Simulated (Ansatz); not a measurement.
# Si: 8 runs along one coordinate

System: Si (2 atoms in the cell).
Method: DFT LDA, scalar-relativistic, plane waves, PAW, no spin polarisation (Ansatz 0.2.0).

The 8 runs differ only in the geometry, by a strain of the cell at fixed fractional positions. Against run 5, the strain is εxx = −0.01 η, εxz = η and εzz = −0.01 η. The structure derives from an entry of the Crystallography Open Database.

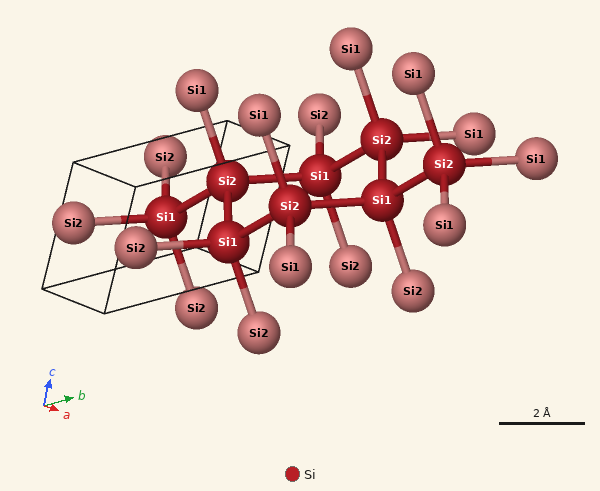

Figure 1. The structure of run 5 (ball-and-stick view of the reduced cell, repeated 2 × 2 × 1, seen slightly off an axis; neighbours outside the cell are drawn fainter; atoms are numbered from 1 in the order of the input).

**Input of run 5**
```yaml
crystal:
  lattice:
    - [0.020366025, 2.71547, 2.71547]
    - [2.735836025, 0.0, 2.735836025]
    - [2.71547, 2.71547, 0.020366025]
  atoms:
    - { symbol: Si, position: [0.5, 0.5, 0.5] }
    - { symbol: Si, position: [0.75, 0.75, 0.75] }
basis:
  ecutwfc: 420
kpoints:
  mp_grid: { grid: [10, 10, 10] }
hamiltonian:
  xc: lda
scf:
  occupations: { method: gaussian, width: 0.05 }
output:
  forces: true
  stress: true
  eigenvalues: true
```

Command:
```bash
ansatz run input.yaml --threads 1 --pin off --max-ram 1228MiB --backend cpu --events-out ev --progress --plain --runs-dir out
```

Lattice vectors (Å) and fractional positions of run 5:
```
   0.020366    2.715470    2.715470
   2.735836    0.000000    2.735836
   2.715470    2.715470    0.020366
Si  0.500000  0.500000  0.500000
Si  0.750000  0.750000  0.750000
```

Run 4 differs from it as follows:
```diff
-    - [0.020366025, 2.71547, 2.71547]
-    - [2.735836025, 0.0, 2.735836025]
-    - [2.71547, 2.71547, 0.020366025]
+    - [0.01357735, 2.71547, 2.71547]
+    - [2.72904735, 0.0, 2.72904735]
+    - [2.71547, 2.71547, 0.01357735]
```

**Results, with one run withheld**

```csv
run,strain parameter η (%),"free energy per atom, from the lowest run given (meV)",pressure (GPa),gap on the mesh (eV)
1,−2.7502,9.82,−1.31,0.34
2,−1.7501,2.34,−1.45,0.44
3,−0.5000,0.00,−1.49,0.47
4,−0.2500,?,?,?
5,0.0000,1.25,−1.47,0.46
6,0.5000,3.74,−1.42,0.43
7,0.7500,5.45,−1.39,0.40
8,1.0001,7.48,−1.35,0.37
```

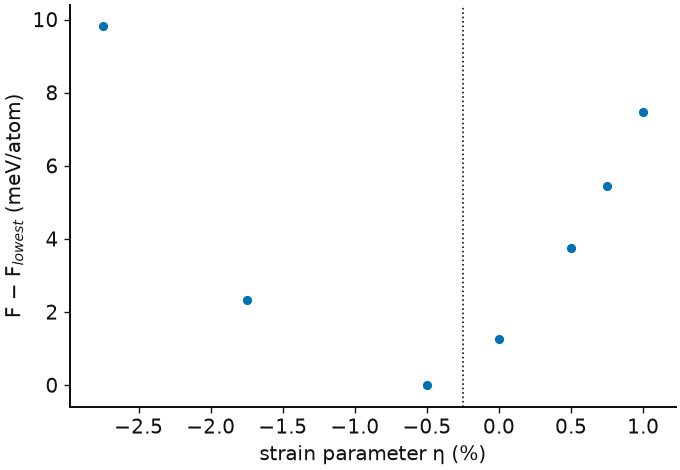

Figure 2. Free energy per atom of the runs given; the dotted line marks run 4.

Estimate the energy of run 4 from the others.

A cubic polynomial in the coordinate, fitted to the 7 runs given, misses them by under 0.01 meV per atom. With x = η + 0.3929, it reads F = 0.16365 + 1.7795 x + 2.4924 x² − 0.00010149 x³ (meV per atom). At run 4 it gives 0.47 meV per atom, and the run itself gives 0.47. The fit has its minimum at η = −0.7499 %. The gap on the mesh lies between 0.34 eV (run 1) and 0.47 eV (run 3); run 4 has 0.47 eV. These are gaps of this functional on this mesh, which can miss the band edges; they aren't the measured gap.

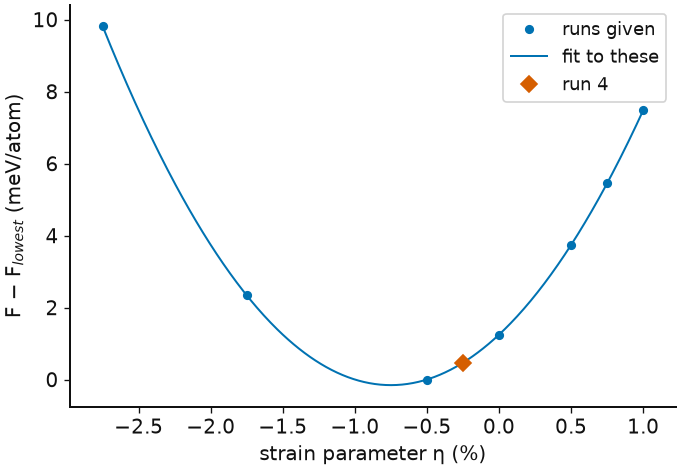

Figure 3. The fit and the withheld run.

**Output, shortened to warnings, some set-up lines, iterations and results (run 4)**
```
Basis set: ecut = 420 eV, 757 PW (Γ)
Symmetry: 8 space group operations
k-points: 171 of 1000
Initial density: superposition of atomic densities (neutral atoms: chi_scale 0, normalization atom), corrected by the library's trained network
[...]
SCF iter   1: F=—  HF=-1217.292377 eV  |F-HF|=—  |Δ(HF+E_count)|=         —  Δρ=4.27e-3  dr2=4.32e-3  ethr=1.77e-3  ⟨swp⟩=6.1  Hψ=12266  notcnv=0
SCF iter   2: F=—  HF=-1217.291812 eV  |F-HF|=—  |Δ(HF+E_count)|=   5.66e-4  Δρ=1.98e-3  dr2=9.20e-4  ethr=5.40e-5  ⟨swp⟩=1.6  Hψ=2940  notcnv=0
SCF iter   3: F=—  HF=-1217.291644 eV  |F-HF|=—  |Δ(HF+E_count)|=   1.68e-4  Δρ=7.92e-5  dr2=2.42e-6  ethr=1.15e-5  ⟨swp⟩=1.1  Hψ=1401  notcnv=0
SCF iter   4: F=—  HF=-1217.291643 eV  |F-HF|=—  |Δ(HF+E_count)|=   3.19e-7  Δρ=2.91e-5  dr2=3.70e-7  ethr=3.03e-8  ⟨swp⟩=2.0  Hψ=2052  notcnv=0
SCF iter   5: F=-1217.291643 eV  HF=-1217.291643 eV  |F-HF|=1.06e-8  |Δ(HF+E_count)|=   1.32e-7  Δρ=8.90e-6  dr2=2.40e-8  ethr=4.62e-9  ⟨swp⟩=2.0  Hψ=2052  notcnv=0
SCF iter   6: F=-1217.291643 eV  HF=-1217.291643 eV  |F-HF|=1.48e-11  |Δ(HF+E_count)|=   7.26e-9  Δρ=2.32e-7  dr2=2.44e-11  ethr=3.00e-10  ⟨swp⟩=2.1  Hψ=4955  notcnv=0
SCF 1 converged in 6 iterations: F = -1217.291643 eV  dr2 = 2.44e-11
SCF converged after 6 iterations
Free energy (F): -1217.291643 eV
Harris-Foulkes:  -1217.291643 eV  (|F-HF|=1.48e-11)
Internal energy: -1217.291643 eV  (E = F + TS)
E sigma→0 (E₀):  -1217.291643 eV
Fermi energy:    6.290924 eV
--- Per-component energies (eV) ---
  E_band       = 7.815472
  E_kinetic    = 80.937416
  E_local      = -56.894623  (includes V_loc(G=0)·N_el)
  E_nonlocal   = 54.048657
  E_hartree    = 14.879941
  E_xc         = -109.614089
  E_vxc        = -94.265242  (∫ρ·V_xc dr)
  E_paw        = -972.298286  (= ΣΔE_a)
  E_vpaw       = -5.770644  (= ΣTr[D̂ρ^β])
  E_aug_tail   = 0.000011  (compensation charges beyond the density's cutoff)
  E_ewald      = -228.519332
  E_core_change = 0.168661  (= ΣΔE_core)
  E_smearing   = -0.000000  (= −TS)
  E_closure    = 0.000000  (closes the sum)
  Σ components = -1217.291643   (vs F -1217.291643, Δ=0.00e0)
--- Forces (eV/Å), atoms counted from 1 ---
  atom   1  Si    -0.00000000     0.09251051    -0.00000000
  atom   2  Si     0.00000000    -0.09251051     0.00000000
  max |Σ_I F_I| component: 6.07e-18 eV/Å
--- Stress (GPa, compression-positive) ---
       -1.481475       0.000000      -1.004070
        0.000000      -1.485312      -0.000000
       -1.004070      -0.000000      -1.481475
  P = ⅓ Tr σ = -1.4828 GPa (-14.828 kbar)
```
